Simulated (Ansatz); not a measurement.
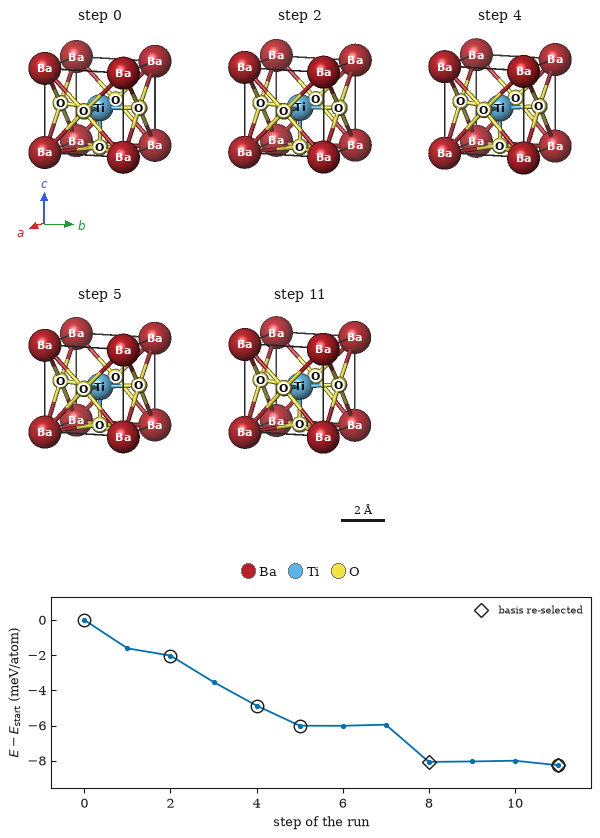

Frames of a relaxation of a crystal of BaTiO$_{3}$ (set up in P4mm), marked on the history of the run. A ball-and-stick model of the cell of the calculation, seen slightly off an axis.

The run lets cell and atoms move.

The calculation used Kohn-Sham DFT of a periodic cell, PBE, Ansatz PAW (Ansatz).

The input:
```yaml
crystal:
  lattice:
    - [3.9998, 0.0, 0.0]
    - [0.0, 3.9998, 0.0]
    - [0.0, 0.0, 4.018]
  atoms:
    - { symbol: Ba, position: [0.0, 0.0, 0.0] }
    - { symbol: Ti, position: [0.5, 0.5, 0.49] }
    - { symbol: O, position: [0.0, 0.5, 0.517] }
    - { symbol: O, position: [0.5, 0.0, 0.517] }
    - { symbol: O, position: [0.5, 0.5, 0.019] }
hamiltonian:
  xc: pbe
  pseudopotentials: { kind: paw }
kpoints:
  mp_grid: { grid: [7, 7, 7] }
scf:
  occupations: { method: fermi_dirac, width: 0.05 }
output:
  forces: true
  stress: true
  eigenvalues: true
relax:
  f_tol: 0.01
  max_steps: 40
  cell: { stress_tol: 0.05 }
```

Run as
```bash
ansatz run input.yaml --threads 2 --pin off --max-ram 5632MiB --backend cpu --events-out ev --progress --plain --runs-dir out
```

> What happens along the run?

The energy falls by 8.3 meV per atom in 9 accepted moves (11 points after the start). The largest force component goes from 0.31 to 0.00072 eV/Å. Pressure: 2.43 GPa at the start and 0.01 GPa at the end. The SCF was repeated twice at an unchanged geometry on a basis and grid sized afresh for the cell, which shifted the energy by 2.1 meV per atom at most. An O atom moves most relative to the cell: 0.091 Å along +c. Largest moves by element: O 0.091 Å, Ti 0.074 Å, Ba 0.044 Å. The drawn cell changes as follows: a = b 4.000 → 3.986 Å (−0.3 %), c 4.018 → 4.198 Å (+4.5 %); the volume changes by +3.8 %. Near-neighbour distances that change, for instance: O–Ti 2.126 → 2.386 Å, Ba–O 2.884 → 2.989 Å, O–Ti 1.892 → 1.812 Å, Ba–Ti 3.493 → 3.558 Å. Among the angles between lasting bonds that change: Ba–O–Ba 176.9° → 171.3°, Ti–O–Ti 173.8° → 168.5°, O–Ti–O 173.8° → 168.5°. The space group stays P4mm (No. 99). Cost: 22 s on 2 threads of Intel(R) Xeon(R) 6975P-C (Granite Rapids), with other jobs on the host, peak memory 0.45 GiB. From step 0 to 2: an O atom moves most (0.02 Å), volume +1.7 %, energy −2.0 meV per atom. From step 2 to 4: the Ti atom moves most (0.07 Å), volume +1.8 %, energy −2.8 meV per atom. From step 4 to 5: volume −0.7 %, energy −1.1 meV per atom. From step 5 to 11: an O atom moves most (0.02 Å), volume +0.9 %, energy −2.2 meV per atom.
